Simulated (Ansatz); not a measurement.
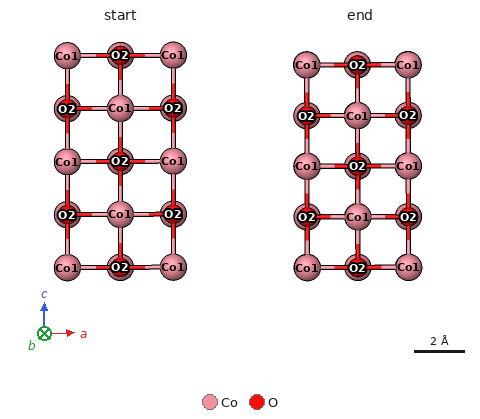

The structure of a crystal of CoO (set up in R-3m) before (left) and after (right) a relaxation, at one scale.

Style: ball-and-stick. Shown: the larger cell on standard axes (4 times the calculation's cell), repeated 1 × 1 × 2 with one cell outlined, along the b axis.

Case: no spin polarisation.

Method: Ansatz, DFT r2SCAN, scalar-relativistic, plane waves, PAW. Settings: plane-wave cutoff 500 eV; k-point mesh 12 × 12 × 12; occupations gaussian; smearing width 0.02 eV; no spin polarisation; cell and atoms relaxed; force threshold 0.01 eV/Å; at most 60 steps.

What changed between the two?

Answer. Over 4 accepted moves (5 points after the start) the energy falls by 108 meV per atom. All forces vanish by symmetry, so only the cell relaxes. The pressure goes from −25.16 to −0.04 GPa. The SCF was repeated once at an unchanged geometry on a basis and grid sized afresh for the cell, which shifted the energy by 1.7 meV per atom at most. No atom moves by more than 0.005 Å relative to the cell. The volume changes by −12.7 %, with a = b = c 4.247 → 4.060 Å (−4.4 %), α 90.3° → 90.0°, β 89.7° → 90.0°, γ 89.7° → 90.0°. Some distances before and after: Co1–O2 2.124 → 2.030 Å. Within 0.06 Å the space group is Fm-3m at the start and Fm-3m at the end; at a tighter tolerance small leftover displacements or strains of the cell lower it.

Limits of the set-up: an element that often carries a moment was run without spin polarisation.
